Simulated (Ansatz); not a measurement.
SnO: geometry relaxation (part 2 of 2)

SnO (P4/nmm, 4 atoms in the cell); DFT PBE+D3(BJ), scalar-relativistic, plane waves, PAW, no spin polarisation (Ansatz 0.2.0); cutoff 420 eV, 12×12×10 k-mesh, Gaussian smearing of 0.1 eV. The structure derives from an entry of the Crystallography Open Database.

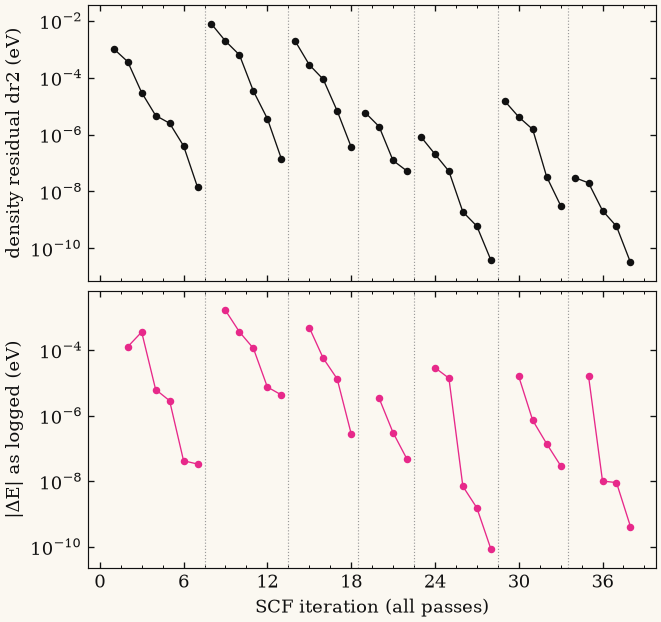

Figure 1. Convergence of the self-consistent field: density residual dr2 and size of the energy change against the SCF iteration. The dotted lines part the SCF passes of the relaxation: geometry steps, rejected trials and re-solves on a re-selected basis. The 7 passes take 4 to 7 iterations each, 38 in all.

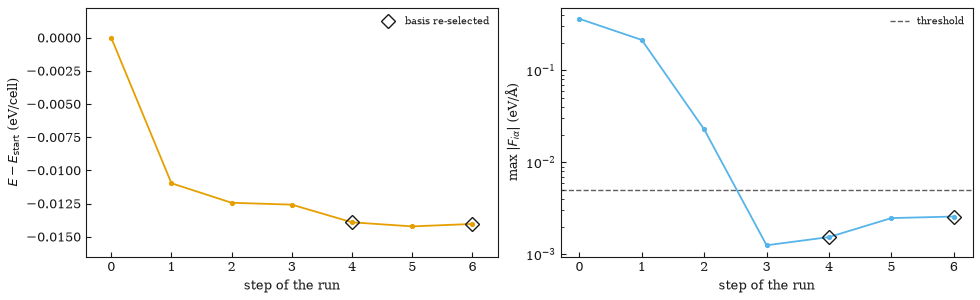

Figure 2. Progress of the relaxation, step by step (the first geometry is step 0 here and step 1 in the log).

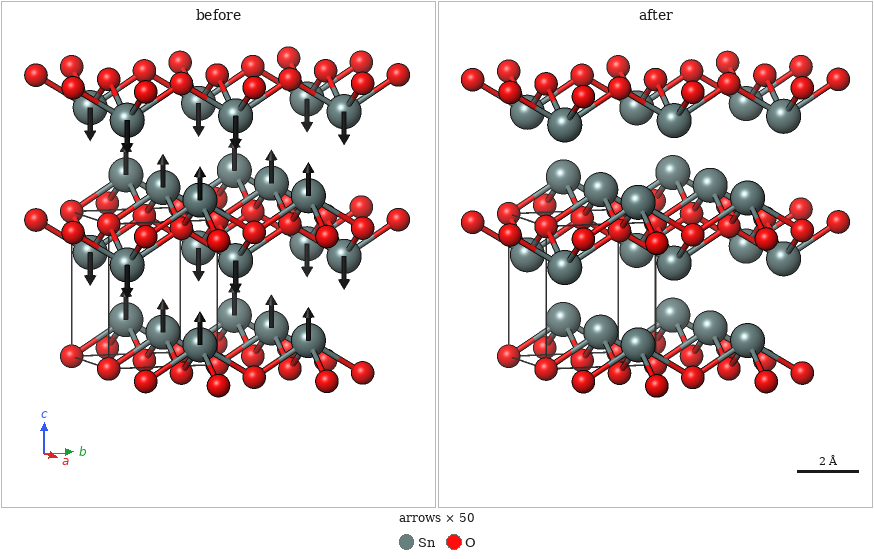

Figure 3. Before (left) and after (right) the relaxation, at one scale (ball-and-stick view of the cell of the calculation, repeated 2 × 2 × 2, with bonded neighbours outside it, seen slightly off an axis). The black arrows give the displacements (without the part carried along by the change of the cell), magnified 50 times. The largest moves relative to the cell, 0.023 Å, are those of Sn1 and Sn2. O stays in place. The volume changes by +0.3 %, with a = b 3.802 → 3.837 Å (+0.9 %), c 4.836 → 4.762 Å (−1.5 %). Distances before and after: Sn1–O3 2.224 → 2.241 Å. The space group stays P4/nmm (No. 129). The energy falls by 14.2 meV per cell of the calculation in 4 geometry steps. Largest force component: 0.36 eV/Å at the start, 0.0026 eV/Å at the end. The pressure goes from 2.04 to 0.00 GPa. The basis was re-selected once at an unchanged geometry, which shifts the energy a little without any move. The energy change given includes the shifts at the re-selections in mid-walk, which come without any move. A last SCF at the same geometry on a re-selected plane-wave basis shifts the energy by +0.2 meV per cell of the calculation. (Atoms are counted from 1 in the order of the input.)

```
basis re-selected at this cell: Δ(F+E_penalty+E_count) = +1.845e-4 eV, ΔP = -0.002 GPa vs the last step (what re-selecting the basis moved, of the pressure what is left beyond the Pulay correction that the steps carried, after the strain that the cell walked since its last selection, with what the two solves' SCF thresholds leave and, on support functions, any second-order correction that the steps lacked; it is no measure of the basis error at this ecutwfc). This SCF's stress stands 1.18e-2 GPa from its target on what of the cell is left free (relax.cell.stress_tol is 5.00e-2 GPa) and its largest allowed force component is 2.58e-3 eV/Å (relax.f_tol is 5.00e-3 eV/Å): within both
SCF converged after 5 iterations
Free energy (F): -13184.309813 eV
Harris-Foulkes:  -13184.309813 eV  (|F-HF|=2.36e-11)
Internal energy: -13184.309333 eV  (E = F + TS)
E sigma→0 (E₀):  -13184.309573 eV
Entropy (-TS):   -0.000480 eV (-0.120 meV/atom)
Fermi energy:    9.972537 eV
--- Per-component energies (eV) ---
  E_band       = -183.966690
  E_kinetic    = 723.447234
  E_local      = -2613.070781  (includes V_loc(G=0)·N_el)
  E_nonlocal   = 32.045331
  E_hartree    = 1417.992928
  E_xc         = -912.878408
  E_vxc        = -380.519887  (∫ρ·V_xc dr)
  E_paw        = -8588.904426  (= ΣΔE_a)
  E_vpaw       = -781.859387  (= ΣTr[D̂ρ^β])
  E_aug_tail   = 0.004787  (compensation charges beyond the density's cutoff)
  E_ewald      = -3242.007025
  E_disp       = -0.938971  (pairwise vdW)
  E_smearing   = -0.000480  (= −TS)
  E_closure    = 0.000000  (closes the sum)
  Σ components = -13184.309813   (vs F -13184.309813, Δ=0.00e0)
--- Forces (eV/Å), atoms counted from 1 ---
  atom   1  Sn     0.00000000     0.00000000     0.00257587
  atom   2  Sn     0.00000000     0.00000000    -0.00257587
  atom   3  O      0.00000000     0.00000000    -0.00000000
  atom   4  O      0.00000000     0.00000000     0.00000000
  max |Σ_I F_I| component: 0.00e0 eV/Å
--- Stress (GPa, compression-positive) ---
        0.011799       0.000000       0.000000
        0.000000       0.011799       0.000000
        0.000000       0.000000      -0.010082
  P = ⅓ Tr σ = 0.0045 GPa (0.045 kbar)
--- Band table (eV; the first three rows and the last of 168) ---
  k-point 0: bands = ["-12.0299", "-11.6327", "-11.6327", "-11.6292", "-11.5988", "-11.5832", "-11.5413", "-11.5286", "-11.5092", "-11.5092", "-10.0836", "-7.5726", "2.4979", "3.1520", "3.8211", "3.8211", "6.5663", "6.8600", "6.8600", "9.9024", "12.0910", "14.4272", "14.4272", "14.5962"]
  k-point 1: bands = ["-12.0280", "-11.6310", "-11.6303", "-11.6303", "-11.5975", "-11.5818", "-11.5426", "-11.5298", "-11.5120", "-11.5120", "-10.0796", "-7.5727", "2.0673", "3.6832", "3.8336", "3.8336", "6.5585", "6.8586", "6.8586", "9.8354", "11.9514", "14.1021", "14.1021", "14.6010"]
  k-point 2: bands = ["-12.0230", "-11.6360", "-11.6233", "-11.6233", "-11.5937", "-11.5777", "-11.5464", "-11.5334", "-11.5199", "-11.5199", "-10.0690", "-7.5730", "1.5356", "3.8668", "3.8668", "4.5146", "6.5369", "6.8543", "6.8543", "9.5803", "11.7074", "13.5704", "13.5704", "14.4141"]
  k-point 167: bands = ["-11.9340", "-11.9340", "-11.6034", "-11.6034", "-11.5740", "-11.5740", "-11.5495", "-11.5495", "-11.5117", "-11.5117", "-8.4216", "-8.4216", "1.1479", "1.1479", "4.4494", "4.4494", "7.1561", "7.1561", "7.5078", "7.5078", "12.2373", "12.2373", "14.1276", "14.1276"]
--- Relaxed structure (5 steps of the walk, 5 accepted, 2 SCFs on fresh bases) ---
  F+E_penalty+E_count = -13184.30981286 eV   max|allowed force component| = 2.576e-3 eV/Å   (the final SCF, on the basis selected at the relaxed cell)
  cell:  # Å, volume = 70.1143 Å³
    - [3.837096291034254, -8.88762584930991e-35, 0.0]
    - [8.88762584930991e-35, 3.837096291034254, 0.0]
    - [0.0, 0.0, 4.7621297975460255]
  atoms:
    - { symbol: Sn, position: [1.3455421922089936e-35, 0.5, 0.243242146825675] }
    - { symbol: Sn, position: [0.5, 2.3744862215452853e-36, 0.7567578531743249] }
    - { symbol: O, position: [-1.6621403550816982e-35, -1.5829908143635224e-36, 3.475006963094565e-19] }
    - { symbol: O, position: [0.5, 0.5, 3.475006963094565e-19] }
```

Trajectory as extended XYZ (Å, eV, eV/Å), 7 frames, from step=1 to step=7
```
4
Lattice="3.8020 0.0000 0.0000 0.0000 3.8020 0.0000 0.0000 0.0000 4.8360" Properties=species:S:1:pos:R:3:forces:R:3 step=1 energy=-13184.29578 pressure_GPa=2.04
Sn    0.0000    1.9010    1.1534    0.0000   0.0000   0.3633
Sn    1.9010    0.0000    3.6826    0.0000   0.0000  -0.3633
O     0.0000    0.0000    0.0000    0.0000   0.0000   0.0000
O     1.9010    1.9010    0.0000    0.0000   0.0000   0.0000
4
Lattice="3.8208 0.0000 0.0000 0.0000 3.8208 0.0000 0.0000 0.0000 4.7540" Properties=species:S:1:pos:R:3:forces:R:3 step=2 energy=-13184.30674 pressure_GPa=-0.09
Sn    0.0000    1.9104    1.1748    0.0000   0.0000  -0.2141
Sn    1.9104    0.0000    3.5792    0.0000   0.0000   0.2141
O     0.0000    0.0000    0.0000    0.0000   0.0000   0.0000
O     1.9104    1.9104    0.0000    0.0000   0.0000   0.0000
4
Lattice="3.8330 0.0000 0.0000 0.0000 3.8330 0.0000 0.0000 0.0000 4.7795" Properties=species:S:1:pos:R:3:forces:R:3 step=3 energy=-13184.30822 pressure_GPa=-0.04
Sn    0.0000    1.9165    1.1618    0.0000   0.0000  -0.0228
Sn    1.9165    0.0000    3.6178    0.0000   0.0000   0.0228
O     0.0000    0.0000    0.0000    0.0000   0.0000   0.0000
O     1.9165    1.9165    0.0000    0.0000   0.0000   0.0000
4
Lattice="3.8347 0.0000 0.0000 0.0000 3.8347 0.0000 0.0000 0.0000 4.7739" Properties=species:S:1:pos:R:3:forces:R:3 step=4 energy=-13184.30836 pressure_GPa=-0.00
Sn    0.0000    1.9173    1.1598    0.0000   0.0000  -0.0013
Sn    1.9173    0.0000    3.6140    0.0000   0.0000   0.0013
O     0.0000    0.0000    0.0000    0.0000   0.0000   0.0000
O     1.9173    1.9173    0.0000    0.0000   0.0000   0.0000
4
Lattice="3.8347 0.0000 0.0000 0.0000 3.8347 0.0000 0.0000 0.0000 4.7739" Properties=species:S:1:pos:R:3:forces:R:3 step=5 energy=-13184.30969 pressure_GPa=0.02
Sn    0.0000    1.9173    1.1598    0.0000   0.0000  -0.0015
Sn    1.9173    0.0000    3.6140    0.0000   0.0000   0.0015
O     0.0000    0.0000    0.0000    0.0000   0.0000   0.0000
O     1.9173    1.9173    0.0000    0.0000   0.0000   0.0000
4
Lattice="3.8371 0.0000 0.0000 0.0000 3.8371 0.0000 0.0000 0.0000 4.7621" Properties=species:S:1:pos:R:3:forces:R:3 step=6 energy=-13184.31000 pressure_GPa=0.01
Sn    0.0000    1.9185    1.1584    0.0000   0.0000   0.0025
Sn    1.9185    0.0000    3.6038    0.0000   0.0000  -0.0025
O     0.0000    0.0000    0.0000    0.0000   0.0000   0.0000
O     1.9185    1.9185    0.0000    0.0000   0.0000   0.0000
4
Lattice="3.8371 0.0000 0.0000 0.0000 3.8371 0.0000 0.0000 0.0000 4.7621" Properties=species:S:1:pos:R:3:forces:R:3 step=7 energy=-13184.30981 pressure_GPa=0.00
Sn    0.0000    1.9185    1.1584    0.0000   0.0000   0.0026
Sn    1.9185    0.0000    3.6038    0.0000   0.0000  -0.0026
O     0.0000    0.0000    0.0000    0.0000   0.0000   0.0000
O     1.9185    1.9185    0.0000    0.0000   0.0000   0.0000
```

The run was set up as follows.

Input file
```yaml
crystal:
  lattice:
    - [3.802, 0.0, 0.0]
    - [0.0, 3.802, 0.0]
    - [0.0, 0.0, 4.836]
  atoms:
    - { symbol: Sn, position: [0.0, 0.5, 0.2385] }
    - { symbol: Sn, position: [0.5, 0.0, 0.7615] }
    - { symbol: O, position: [0.0, 0.0, 0.0] }
    - { symbol: O, position: [0.5, 0.5, 0.0] }
basis:
  ecutwfc: 420
kpoints:
  mp_grid: { grid: [12, 12, 10] }
hamiltonian:
  xc: pbe
  dispersion: d3bj
scf:
  occupations: { method: gaussian, width: 0.1 }
output:
  forces: true
  stress: true
  eigenvalues: true
relax:
  adjacent_minimum: "off"
  f_tol: 0.005
  max_steps: 80
  cell: { stress_tol: 0.05 }
```

Command:
```bash
ansatz run input.yaml --threads 2 --pin off --max-ram 5120MiB --backend cpu --events-out ev --progress --plain --runs-dir out
```

Results in brief

```tsv
quantity	value
outcome	converged
space group (tolerance 0.01 Å)	P4/nmm (129)
electrons treated	40
free energy	−13184.3098 eV
Fermi energy	9.973 eV
gap on the k-point mesh	none (metallic)
pressure	0.00 GPa
final volume	70.11 Å³
largest force (length of the vector) at the end	0.003 eV/Å
final cell	a = 3.837 Å, b = 3.837 Å, c = 4.762 Å, α = 90.00°, β = 90.00°, γ = 90.00°
hardware	2 threads of Arm Neoverse V2, 24 GiB of memory available, shared host
wall time	45 s (CPU time 89 s)
peak memory	0.51 GiB
```
